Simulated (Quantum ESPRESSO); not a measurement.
**InSe: 7 runs along one coordinate**

System: InSe (P6₃/mmc, 8 atoms in the cell).
Method: Kohn-Sham DFT of a periodic cell, PBEsol, GBRV 1.5 PBEsol, no spin polarisation (Quantum ESPRESSO 7.5).

The 7 runs differ only in the geometry, by an even scaling of the cell at fixed fractional positions. The structure derives from an entry of the Crystallography Open Database.

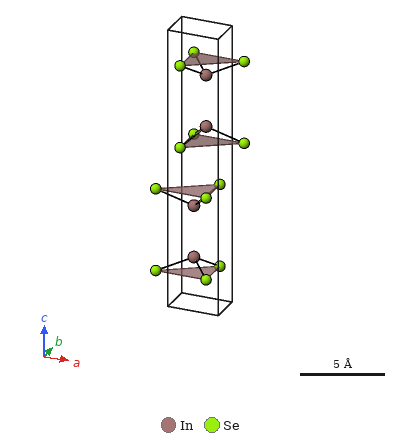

Figure 1. The structure of run 4 (polyhedral view of the cell of the calculation, seen slightly off an axis; polyhedra are completed across the faces of the cell). An atom can appear more than once, as a periodic image.

**Input of run 4**
```
&CONTROL
  calculation = 'scf'
  prefix = 'pwscf'
  outdir = './tmp'
  pseudo_dir = './pseudo'
  tprnfor = .true.
  tstress = .true.
  disk_io = 'nowf'
/
&SYSTEM
  ibrav = 0
  nat = 8
  ntyp = 2
  ecutwfc = 56
  ecutrho = 448
  nbnd = 50
  occupations = 'smearing'
  smearing = 'fd'
  degauss = 0.00367493
/
&ELECTRONS
  conv_thr = 1.6d-09
  electron_maxstep = 120
  mixing_beta = 0.5
/
ATOMIC_SPECIES
In   114.8180 in_pbesol_v1.4.uspp.F.UPF
Se    78.9710 se_pbesol_v1.uspp.F.UPF
CELL_PARAMETERS angstrom
   4.0500000000    0.0000000000    0.0000000000
  -2.0250000000    3.5074028853    0.0000000000
   0.0000000000    0.0000000000   16.9300000000
ATOMIC_POSITIONS crystal
In     0.6666666667    0.3333333333    0.8430000000
In     0.3333333333    0.6666666667    0.3430000000
In     0.6666666667    0.3333333333    0.6570000000
In     0.3333333333    0.6666666667    0.1570000000
Se     0.6666666667    0.3333333333    0.3980000000
Se     0.3333333333    0.6666666667    0.8980000000
Se     0.6666666667    0.3333333333    0.1020000000
Se     0.3333333333    0.6666666667    0.6020000000
K_POINTS automatic
8 8 2 0 0 0
```

Command:
```bash
OMP_NUM_THREADS=1 mpirun -n 2 pw.x -nk 2 -in pw.in > pw.out
```

Run 5 differs from it as follows:
```diff
-   4.0500000000    0.0000000000    0.0000000000
-  -2.0250000000    3.5074028853    0.0000000000
-   0.0000000000    0.0000000000   16.9300000000
+   4.0768219737    0.0000000000    0.0000000000
+  -2.0384109869    3.5306313959    0.0000000000
+   0.0000000000    0.0000000000   17.0421224729
```

**Results, with one run withheld**

| run | volume per atom (Å³) | free energy per atom, from the lowest run given (meV) | pressure (GPa) |
| --- | --- | --- | --- |
| 1 | 28.258 | 116.62 | 9.22 |
| 2 | 28.859 | 84.68 | 7.61 |
| 3 | 29.460 | 58.46 | 6.17 |
| 4 | 30.061 | 37.37 | 4.88 |
| 5 | 30.663 | ? | ? |
| 6 | 31.264 | 8.58 | 2.66 |
| 7 | 31.865 | 0.00 | 1.72 |

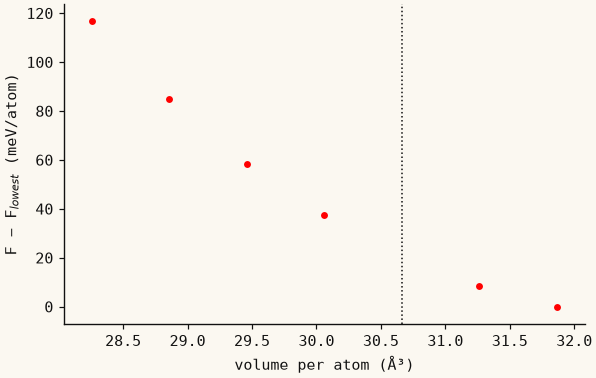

Figure 2. Free energy per atom of the runs given; the dotted line marks run 5.

Estimate the energy of run 5 from the others.

A cubic polynomial in V^(−2/3) (the Birch–Murnaghan form), fitted to the 6 runs given, misses them by at most 0.01 meV per atom. With x = V^(−2/3) − 0.10377 Å⁻², it reads F = 42.046 + 14265 x + 1.0531e+06 x² + 3.7771e+06 x³ (meV per atom). At run 5 it gives 20.88 meV per atom, and the run itself gives 20.90. The slope of the fit gives a pressure −dF/dV of 3.82 GPa there, and the run prints 3.71 GPa. The two needn't agree exactly: the fit is approximate, and the printed stress is taken on a finite basis. The fit has no minimum inside this range.

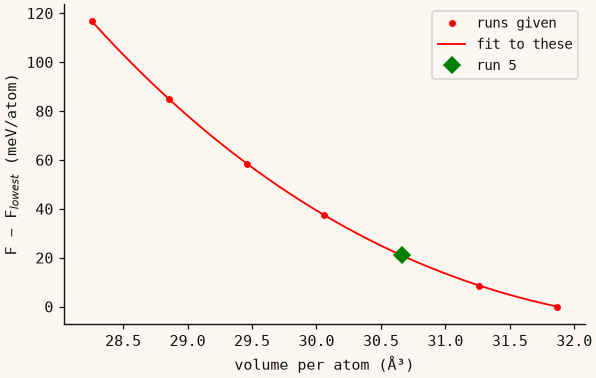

Figure 3. The fit and the withheld run.

**Some lines of the output (run 5)**
```
[...]
     total energy              =    -706.07503868 Ry
     total energy              =    -706.13414373 Ry
     total energy              =    -706.13722608 Ry
     total energy              =    -706.13888821 Ry
     total energy              =    -706.13909661 Ry
     total energy              =    -706.13912147 Ry
     total energy              =    -706.13912277 Ry
     total energy              =    -706.13912284 Ry
     total energy              =    -706.13912285 Ry
     the Fermi energy is     6.1207 ev
!    total energy              =    -706.13912286 Ry
     The total energy is F=E-TS. E is the sum of the following terms:
     Computing stress (Cartesian axis) and pressure
          total   stress  (Ry/bohr**3)                   (kbar)     P=       37.11
```
